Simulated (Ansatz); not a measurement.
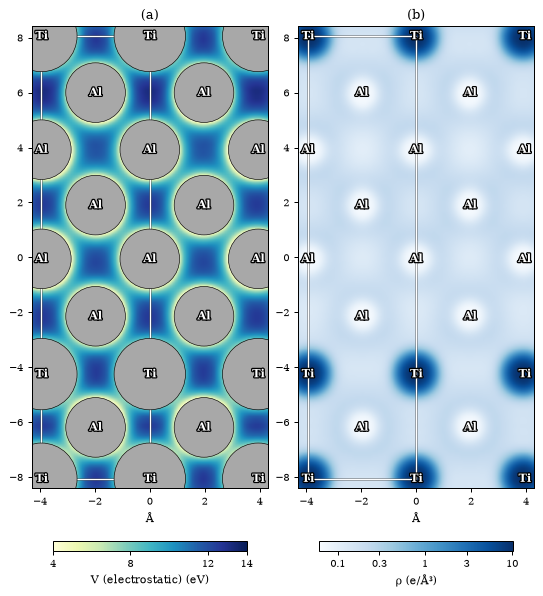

The picture shows: TiAl$_{3}$ (interface cell). (a) electrostatic potential (local pseudopotential plus Hartree) felt by an electron; (b) valence electron density on the (100) plane of the calculation cell. Grey discs cover the atomic cores in the potential map.

Computed without spin polarisation.

These are results of DFT PBEsol, scalar-relativistic, plane waves, PAW in Ansatz, not measurements.

Read the bonding off the picture.

Answer. Atoms in the plane: Ti and Al. Ti–Al (2.72 Å): ρ is about 0.23 e/Å³ halfway. Ti–Al (2.77 Å): ρ at the midpoint is about 0.22 e/Å³. Al–Al (2.78 Å): the density is about 0.22 e/Å³ at the midpoint. Al–Al (2.82 Å): the density is about 0.22 e/Å³ at the midpoint. Ti–Al (2.85 Å): the density is about 0.2 e/Å³ at the midpoint. Between the atoms the lowest density in this plane is 0.1 e/Å³. Outside the cores the potential energy rises away from the atoms and is highest about 1.9 Å from the nearest atoms; its zero is arbitrary.

Does the calculation make it a metal, or give it a gap?

Answer. It is metallic or semimetallic at this level of theory: no gap opens.
